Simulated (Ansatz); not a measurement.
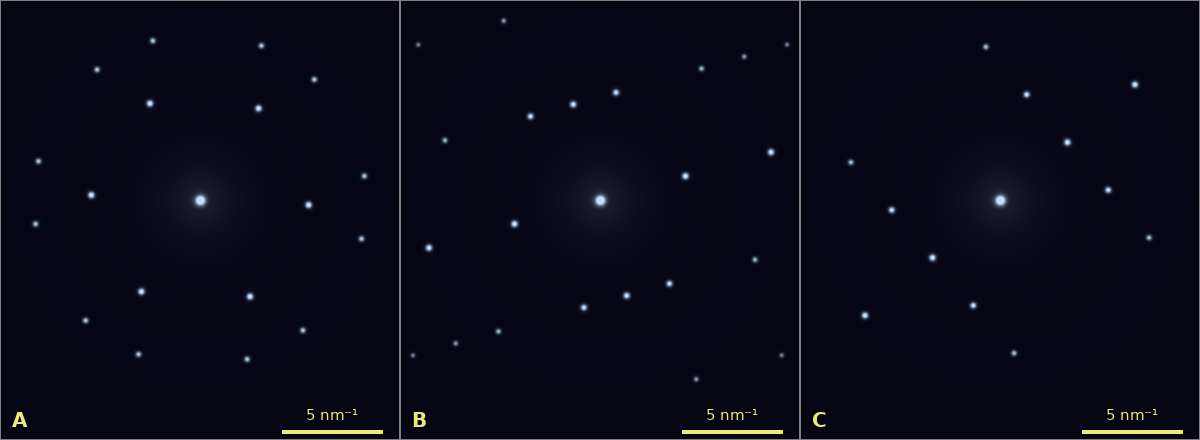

The patterns are kinematic simulations for 120 kV electrons (no multiple scattering; isotropic B = 0.5 Å²).

All three come from Ni, space group Pm-3n (No. 223), a = 4.51 Å. Structure: the geometry relaxed with DFT, RPBE, plane waves (420 eV) with PAW, scalar-relativistic (Ansatz); the starting structure was generated, so it need not be a known form of this composition.

Assign the zone axes [110], [111], [210] to A, B and C.

Answer. A is [111]: hexagonal net of -1 0 1 (itself too weak to see) at d = 3.19 Å and 0 -1 1 (itself too weak to see) at d = 3.19 Å, at 60.0°. B is [210]: rectangular net of 0 0 1 (itself extinct) at d = 4.51 Å and 1 -2 0 at d = 2.01 Å, at 90.0°. C is [110]: rectangular net of 1 -1 0 (itself too weak to see) at d = 3.19 Å and 0 0 2 at d = 2.25 Å, at 90.0°.
